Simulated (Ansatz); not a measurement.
# A convergence test on MgO (Periclase): k mesh of the density

Wanted: the cheapest k mesh of the density that holds the PBE gap of MgO (Periclase).

Program: Ansatz 0.2.0. Level of theory: DFT, PBE, plane waves, PAW. Results are calculated unless marked as measured.

The database entry behind the starting cell differs from later determinations by our own check (about 0.1 % long), so it need not match the best structure at ambient conditions.

## (1) Starting point

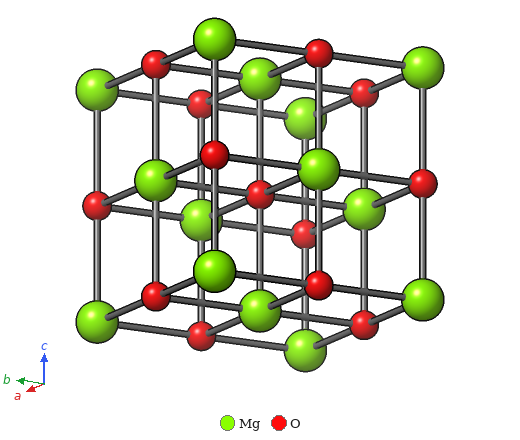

The cell as given, from a free direction (magnesium green, oxygen red). This picture shows the conventional cell, with its axes. Some periodic images of atoms are drawn too.

Coordinates:

```cif
data_structure
_symmetry_space_group_name_H-M 'P 1'
_symmetry_Int_Tables_number 1
_cell_length_a 2.9819
_cell_length_b 2.9819
_cell_length_c 2.9819
_cell_angle_alpha 60.000
_cell_angle_beta 60.000
_cell_angle_gamma 60.000
_cell_volume 18.75
loop_
_atom_site_label
_atom_site_type_symbol
_atom_site_fract_x
_atom_site_fract_y
_atom_site_fract_z
_atom_site_occupancy
Mg1 Mg 0.00000 0.00000 0.00000 1
O2 O 0.50000 0.50000 0.50000 1
```

The cell and positions come from the Crystallography Open Database and are kept as given unless a step says otherwise. The default PAW set here is soft_2. Its files were made with PBE.

## (2) k mesh of the density: 4×4×4

Input file input.yaml:

```yaml
crystal:
  lattice:
    - [0.0, 2.1085, 2.1085]
    - [2.1085, 0.0, 2.1085]
    - [2.1085, 2.1085, 0.0]
  atoms:
    - { symbol: Mg, position: [0.0, 0.0, 0.0] }
    - { symbol: O, position: [0.5, 0.5, 0.5] }
kpoints:
  mp_grid: { grid: [4, 4, 4] }
  band_path:
    path:
      - [0.0, 0.0, 0.0]
      - [0.5, 0.0, 0.5]
      - [0.625, 0.25, 0.625]
      - [0.375, 0.375, 0.75]
      - [0.5, 0.5, 0.5]
      - [0.5, 0.25, 0.75]
    npoints: 1
hamiltonian:
  xc: pbe
scf:
  occupations: { method: fixed }
  n_extra_bands: 4
output:
  eigenvalues: true
```

On the command line:

```
$ ansatz run input.yaml --threads 3 --pin off --max-ram 92160MiB --backend cuda --events-out ev --progress --plain --runs-dir out --devices 1 --max-vram 13GiB  # rebuilt from the run's record
```

Numbers of over 12 decimals in the logs are rounded to 6 here.

Log:

```text
scf.n_extra_bands = 4 over 8 filled bands (N_el = 16.0): the run solves 12 bands
GPUs: using 1 of 1 available (devices: 1).
Engine: ansatz 0.2.0, x86_64-unknown-linux-gnu
Pseudopotentials: kind: paw
Pseudopotential: Mg, paw, valence charge 10, recommended cutoff 420 eV (normal), Mg.paw.azcp
Pseudopotential: O, paw, valence charge 6, recommended cutoff 420 eV (normal), O.paw.azcp
Functional definition: PBE
  parameter kappa = 0.804
  parameter beta = 0.066725
  exchange = pbe_x(kappa = kappa, mu = beta*pi^2/3)
  correlation = pbe_c(beta = beta)
device memory: the entry about to start is reckoned to put 1.2 GiB on a device that reports 39.1 GiB free (of which the cap on the GPU budget leaves the run 13.0 GiB)
GPU FFT provider: cuFFT
GPU libraries: cuBLAS 13.8.2, cuFFT 12.4.0, cuSOLVER 12.3.4
Crystal: 2 atoms, lattice volume = 18.748 Å³
Basis set: ecut = 420 eV, 339 PW (Γ)
Bands: 12, of which v1, the nominal top of the filled ones, is band 8 counted from 1 (7 counted from 0)
Symmetry: 48 space group operations
Space group: Fm-3m (ITA 225), of the structure as read, at distance tolerance 2.7e-5 Å
k-points: 8 of 64
Non-local potential: Mg, projectors of the file, l = 0: 3, l = 1: 2, l = 2: 1
Non-local potential: O, projectors of the file, l = 0: 2, l = 1: 2, l = 2: 1
PAW form: soft (Blöchl's): semilocal exchange-correlation on the pseudo side does not see the compensation charge
PAW one-centre angular grid: Mg, 110 points (default); XC on 64 Gauss nodes
PAW one-centre angular grid: O, 110 points (default); XC on 64 Gauss nodes
Initial density: superposition of atomic densities (neutral atoms: chi_scale 0, normalization atom), corrected by the library's trained network
Initial wavefunctions: pseudopotential atomic-orbital guess
GPU buffer pool allocated for 8000 grid points (all kernels)
GPU transforms: local potential and band sums: pruned to the plane-wave sphere, on 20×20×20
Functional: x = pbe(κ = 0.804, μ = 0.219515), c = pbe(β = 0.066725)
SCF iter   1: F=—  HF=-2494.119868 eV  |F-HF|=—  |Δ(HF+E_count)|=         —  Δρ=1.09e-3  dr2=1.64e-4  ethr=1.77e-3  ⟨swp⟩=4.5  Hψ=506  notcnv=0  defer=11
preconditioner: auto → none  [insulator: Δε(μ)=4.708 eV  Ē_g=18.532 eV  n_scr=8 (ndim 8)  ℏωp=24.3 eV  f_vac=0.000  ε∞_Penn≈2.7]
SCF iter   2: F=—  HF=-2494.119938 eV  |F-HF|=—  |Δ(HF+E_count)|=   7.02e-5  Δρ=7.98e-4  dr2=6.58e-5  ethr=1.02e-6  ⟨swp⟩=2.4  Hψ=237  notcnv=0  defer=14
SCF iter   3: F=—  HF=-2494.119974 eV  |F-HF|=—  |Δ(HF+E_count)|=   3.61e-5  Δρ=2.72e-4  dr2=3.17e-6  ethr=4.12e-7  ⟨swp⟩=2.0  Hψ=117  notcnv=0  defer=11
SCF iter   4: F=—  HF=-2494.120001 eV  |F-HF|=—  |Δ(HF+E_count)|=   2.62e-5  Δρ=7.20e-5  dr2=3.17e-7  ethr=1.98e-8  ⟨swp⟩=2.0  Hψ=160  notcnv=0  defer=14
SCF iter   5: F=—  HF=-2494.120001 eV  |F-HF|=—  |Δ(HF+E_count)|=   2.20e-7  Δρ=4.37e-5  dr2=1.88e-7  ethr=1.98e-9  ⟨swp⟩=2.0  Hψ=128  notcnv=0  defer=14
SCF iter   6: F=-2494.120001 eV  HF=-2494.120001 eV  |F-HF|=4.95e-10  |Δ(HF+E_count)|=   8.86e-8  Δρ=2.86e-6  dr2=7.28e-10  ethr=6.25e-10  ⟨swp⟩=3.5  Hψ=431  notcnv=0
SCF 1 converged in 6 iterations: F = -2494.120001 eV  dr2 = 7.28e-10
[...]
device memory: the entry about to start is reckoned to put 0.6 GiB on a device that reports 39.1 GiB free (of which the cap on the GPU budget leaves the run 13.0 GiB)
NSCF: frozen V_eff on 6 k-points
SCF converged after 6 iterations
Free energy (F): -2494.120001 eV
Harris-Foulkes:  -2494.120001 eV  (|F-HF|=4.95e-10)
Internal energy: -2494.120001 eV  (E = F + TS)
E sigma→0 (E₀):  -2494.120001 eV
Fermi energy:    8.106370 eV
--- Per-component energies (eV) ---
  E_band       = -293.199804
  E_kinetic    = 255.809212
  E_local      = -1604.726617  (includes V_loc(G=0)·N_el)
  E_nonlocal   = 142.808296
  E_hartree    = 555.217811
  E_xc         = -105.259506
  E_vxc        = -134.889137  (∫ρ·V_xc dr)
  E_paw        = -450.114844  (= ΣΔE_a)
  E_vpaw       = -62.638894  (= ΣTr[D̂ρ^β])
  E_aug_tail   = 0.002523  (compensation charges beyond the density's cutoff)
  E_ewald      = -1287.856876
  E_smearing   = -0.000000  (= −TS)
  E_closure    = -0.000000  (closes the sum)
  Σ components = -2494.120001   (vs F -2494.120001, Δ=0.00e0)
--- Band table (eV; the first three rows and the last of 8) ---
  k-point 0: bands = [... 4 lower, -9.1299, 8.1064, 8.1064, 8.1064, 12.8079, 23.8953, 23.8953, 23.8953]
  k-point 1: bands = [... 4 lower, -8.5283, 5.4576, 7.7689, 7.7689, 15.1715, 20.6631, 24.7412, 24.7412]
  k-point 2: bands = [... 4 lower, -7.8188, 3.5104, 7.4592, 7.4592, 15.9924, 20.6756, 24.4036, 24.4036]
  k-point 7: bands = [... 4 lower, -7.5371, 5.1809, 5.1809, 6.3452, 19.7377, 19.7377, 20.2356, 23.5890]
```

It took 2.6 s on 1 × NVIDIA H100 80GB HBM3 (shared by 6 runs) with 3 threads of AMD EPYC 7R13 (Zen 3), shared host; peak memory 0.86 GiB.

Numbers from this step:

```
gap                  : 4.701 eV
valence top at       : Γ
conduction bottom at : Γ
least direct gap     : 4.701 eV
```

The gap is direct, at Γ.

## (3) k mesh of the density: 6×6×6

input.yaml: that of step 2 with these lines changed.

```diff
@@ -9,3 +9,3 @@
 kpoints:
-  mp_grid: { grid: [4, 4, 4] }
+  mp_grid: { grid: [6, 6, 6] }
   band_path:
@@ -26 +26,5 @@
   eigenvalues: true
+  write_density: true
+  write_potential: true
+  elf: true
+  volumetric_format: npy
```

Log:

```text
[...]
GPUs: using 1 of 1 available (devices: 1).
[...]
GPU FFT provider: cuFFT
GPU libraries: cuBLAS 13.8.2, cuFFT 12.4.0, cuSOLVER 12.3.4
Crystal: 2 atoms, lattice volume = 18.748 Å³
Basis set: ecut = 420 eV, 339 PW (Γ)
Bands: 12, of which v1, the nominal top of the filled ones, is band 8 counted from 1 (7 counted from 0)
Symmetry: 48 space group operations
[...]
k-points: 16 of 216
[...]
Fermi energy:    8.092086 eV
[...]
--- Band table (eV; the first three rows and the last of 16) ---
  k-point 0: bands = [... 4 lower, -9.1424, 8.0921, 8.0921, 8.0921, 12.8009, 23.8929, 23.8929, 23.8929]
  k-point 1: bands = [... 4 lower, -8.8526, 6.5895, 7.9194, 7.9194, 14.2224, 21.5566, 24.4591, 24.4591]
  k-point 2: bands = [... 4 lower, -8.2037, 4.4427, 7.5973, 7.5973, 15.7494, 20.3929, 24.6654, 24.6654]
  k-point 15: bands = [... 4 lower, -7.5676, 4.5748, 5.8768, 6.4356, 18.6455, 19.4832, 20.5487, 24.5656]
[key lines of the parts left out:]
SCF converged after 6 iterations
Free energy (F): -2494.132437 eV
```

It took 3.3 s on 1 × NVIDIA H100 80GB HBM3 (shared by 6 runs) with 3 threads; peak memory 0.86 GiB; 2.8 s of CPU time.

This step gave:

| Item | Value |
| --- | --- |
| gap | 4.709 eV |
| valence top at | Γ |
| conduction bottom at | Γ |
| least direct gap | 4.709 eV |

The gap is 4.709 eV, +0.007 eV from the run before at this level.

## (4) k mesh of the density: 10×10×10 (the default)

input.yaml, the sections that differ from step 3:

```yaml
kpoints:
  mp_grid: { grid: [10, 10, 10] }
  band_path:
    path:
      - [[0.0, 0.0, 0.0], [0.5, 0.0, 0.5], [0.625, 0.25, 0.625]]
      - [[0.375, 0.375, 0.75], [0.0, 0.0, 0.0], [0.5, 0.5, 0.5], [0.5, 0.25, 0.75], [0.5, 0.0, 0.5]]
    npoints: 10
scf:
  occupations: { method: fermi_dirac, width: 0.02 }
  n_extra_bands: 4
# crystal, hamiltonian, output: as in step 3
```

Log:

```text
[...]
GPUs: using 1 of 1 available (devices: 1).
[...]
GPU FFT provider: cuFFT
GPU libraries: cuBLAS 13.8.2, cuFFT 12.4.0, cuSOLVER 12.3.4
Crystal: 2 atoms, lattice volume = 18.748 Å³
Basis set: ecut = 420 eV, 339 PW (Γ)
Bands: 12, of which v1, the nominal top of the filled ones, is band 8 counted from 1 (7 counted from 0)
Symmetry: 48 space group operations
[...]
k-points: 47 of 1000
[...]
Fermi energy:    10.458741 eV
[...]
--- Band table (eV; the first three rows and the last of 47) ---
  k-point 0: bands = [... 4 lower, -9.1430, 8.0913, 8.0913, 8.0913, 12.8005, 23.8928, 23.8928, 23.8928]
  k-point 1: bands = [... 4 lower, -9.0346, 7.4422, 8.0243, 8.0243, 13.4282, 22.6385, 24.1302, 24.1302]
  k-point 2: bands = [... 4 lower, -8.7371, 6.1283, 7.8551, 7.8551, 14.6247, 21.1233, 24.6096, 24.6096]
  k-point 46: bands = [... 4 lower, -7.5584, 4.7914, 5.5906, 6.3718, 19.0942, 19.9089, 20.2628, 23.9923]
[key lines of the parts left out:]
SCF converged after 6 iterations
Free energy (F): -2494.132804 eV
```

Run time: 5 s. Hardware: 1 × NVIDIA H100 80GB HBM3 (shared by 6 runs) with 3 threads; peak memory 0.87 GiB; 4.1 s of CPU time.

Numbers from this step:

```yaml
gap: 4.709 eV
valence_top_at: Γ
conduction_bottom_at: Γ
least_direct_gap: 4.709 eV
```

The gap is 4.709 eV, as in the run before at this level.

## (5) k mesh of the density: 14×14×14

input.yaml, the sections that differ from step 4:

```yaml
kpoints:
  mp_grid: { grid: [14, 14, 14] }
  band_path:
    path:
      - [0.0, 0.0, 0.0]
      - [0.5, 0.0, 0.5]
      - [0.625, 0.25, 0.625]
      - [0.375, 0.375, 0.75]
      - [0.5, 0.5, 0.5]
      - [0.5, 0.25, 0.75]
    npoints: 1
scf:
  occupations: { method: fixed }
  n_extra_bands: 4
# crystal, hamiltonian, output: as in step 4
```

Log:

```text
[...]
GPUs: using 1 of 1 available (devices: 1).
[...]
GPU FFT provider: cuFFT
GPU libraries: cuBLAS 13.8.2, cuFFT 12.4.0, cuSOLVER 12.3.4
Crystal: 2 atoms, lattice volume = 18.748 Å³
Basis set: ecut = 420 eV, 339 PW (Γ)
Bands: 12, of which v1, the nominal top of the filled ones, is band 8 counted from 1 (7 counted from 0)
Symmetry: 48 space group operations
[...]
k-points: 104 of 2744
[...]
Fermi energy:    8.091358 eV
[...]
--- Band table (eV; the first three rows and the last of 104) ---
  k-point 0: bands = [... 4 lower, -9.1430, 8.0914, 8.0914, 8.0914, 12.8005, 23.8928, 23.8928, 23.8928]
  k-point 1: bands = [... 4 lower, -9.0871, 7.7379, 8.0566, 8.0566, 13.1443, 23.1336, 24.0183, 24.0183]
  k-point 2: bands = [... 4 lower, -8.9266, 6.9099, 7.9604, 7.9604, 13.9290, 21.9163, 24.3381, 24.3381]
  k-point 103: bands = [... 4 lower, -7.5554, 4.8938, 5.4683, 6.3532, 19.2830, 20.0564, 20.1228, 23.8036]
[key lines of the parts left out:]
SCF converged after 6 iterations
Free energy (F): -2494.132804 eV
```

Run time: 6 s. Hardware: 1 × NVIDIA H100 80GB HBM3 (shared by 6 runs) with 3 threads; peak memory 0.87 GiB; 6.3 s of CPU time.

This step gave:

```
gap                  : 4.709 eV
valence top at       : Γ
conduction bottom at : Γ
least direct gap     : 4.709 eV
```

The gap is 4.709 eV, as in the run before at this level.

## (6) The series

Differences are against the last row; a negative gap means that bands overlap, and a run with a band path holds that path's time. Times are wall times on 1 × NVIDIA H100 80GB HBM3 (shared by 6 runs) with 3 threads of AMD EPYC 7R13 (Zen 3), shared host, good to a factor of about two.

| k mesh of the density | gap (eV) | direct gap (eV) | gap error (eV) | energy error (meV/atom) | irreducible k | time |
| --- | --- | --- | --- | --- | --- | --- |
| 4×4×4 | 4.701 | 4.701 | −0.008 | +6.4 | 8 | 2.6 s |
| 6×6×6 | 4.709 | 4.709 | −0.0004 | +0.2 | 16 | 3.3 s |
| 10×10×10 | 4.709 | 4.709 | +0.000 | +0.0 | 47 | 5 s |
| 14×14×14 | 4.709 | 4.709 | +0.000 | +0.0 | 104 | 6 s |

## (7) Summary of results

```
4×4×4    : 4.701 eV
6×6×6    : 4.709 eV
10×10×10 : 4.709 eV
14×14×14 : 4.709 eV
```

**Reading.** The gap holds to 0.02 eV from 4×4×4 on, the cheapest setting tried. At 4×4×4 the gap is off by −0.008 eV and the energy by +6 meV/atom. The gap is read over the mesh and added points near the edges, so meshes differ mainly through the density and, for a hybrid, the exchange operator.

[Paths, hosts, dates, memory and timing lines, banners, echoed tables and standing remarks are left out of the program output.]

[Logs are printed without paths, hosts, clocks, repeated set-up lines and the standing remarks that a program may print on its own settings, such as how far it seeks lower states.]

[Runs of the session that timed out or met a known fault of the program may be left out.]

[Cells called generated may have been cut or substituted from an entry of the Crystallography Open Database or the Materials Project.]

[Hosts, paths, dates, database ids (printed as entryN), source tags and the programs' standing remarks are cut or masked in the printed files.]
